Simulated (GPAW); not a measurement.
# ZnS (P6_3mc): refractive index against wavelength

The refractive index of ZnS (P6_3mc) along x below the direct gap (2.24 eV on the mesh) is read from one computed spectrum, n = √(Re ε). x, y and z are the Cartesian axes of the input cell.

Symmetry: P6_3mc, No. 186, hexagonal system. The conventional cell has a = 3.811 Å, b = 3.811 Å, c = 6.234 Å, α = 90.00°, β = 90.00°, γ = 120.00°. Zn on site b is surrounded by 4 S at 2.31 to 2.40 Å. Around S on site b lie 4 Zn at 2.31 to 2.40 Å.

Method: GPAW 26.7.0, PBE, RPA, k-mesh 10×10×5, local fields up to 60 eV, Lorentzian half width 0.2 eV.

Launch of the response step: `OMP_NUM_THREADS=1 python df.py`. The run took 3.2 min, its band step included, on 1 thread of Arm Neoverse V2, on a shared host.

```tsv
wavelength (nm)	photon energy E (eV)	n
3000	0.413	2.3492
2000	0.620	2.3561
1550	0.800	?
1310	0.946	2.3732
1064	1.165	2.3896
850	1.459	2.4193
```

In the single-oscillator model n² − 1 = E₀E_d/(E₀² − E²), so 1/(n² − 1) = E₀/E_d − E²/(E₀E_d) is linear in E².

Working, on the rows shown:

| x = E² (eV²) | y = 1/(n² − 1) |
| --- | --- |
| 0.170801 | 0.221301 |
| 0.384302 | 0.219722 |
| 0.895757 | 0.215886 |
| 1.35784 | 0.212306 |
| 2.12762 | 0.206058 |

Means: x̄ = 0.98727, ȳ = 0.21505. Σ(x − x̄)(y − ȳ) = -0.01927, Σ(x − x̄)² = 2.476. Slope = -0.01927 / 2.476 = -0.007781; intercept = ȳ − slope · x̄ = 0.22274. Turned back into n, the line misses the rows shown by at most 0.00063.

Question: Fill in the last column of the withheld row.

Answer: At x = 0.63984 the line gives y = 0.21776, that is 2.3648. The run gave 2.3645, so the interpolation is off by 0.0003, 0.4 % of the range in the table.

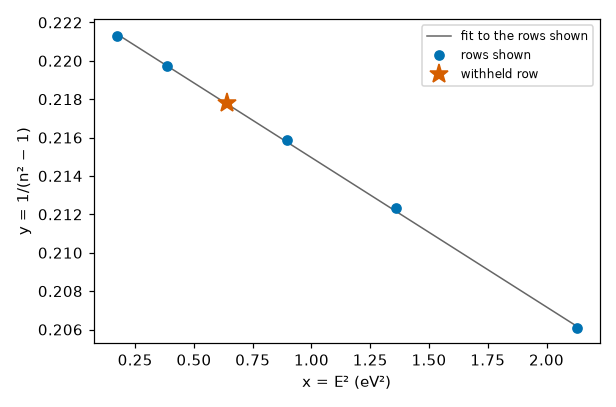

Refitted with all rows, the slope is -0.007789 and the intercept 0.22275. These give E₀ = √(intercept/−slope) = 5.35 eV and E_d = E₀/intercept = 24.0 eV; E₀ is 2.4 times the direct gap. The electronic limit at long wavelengths, without lattice vibrations, is n = √(1 + 1/intercept) = 2.343. The cell comes from an older database entry, whose edges can be off by a per cent or so. Excitons are left out; PBE gaps are as a rule too small. The values come from a sum over the points of one k-mesh and carry its error, which grows as the direct gap shrinks.

[Logs are printed without paths, hosts, clocks, repeated set-up lines and the standing remarks that a program may print on its own settings, such as how far it seeks lower states.]
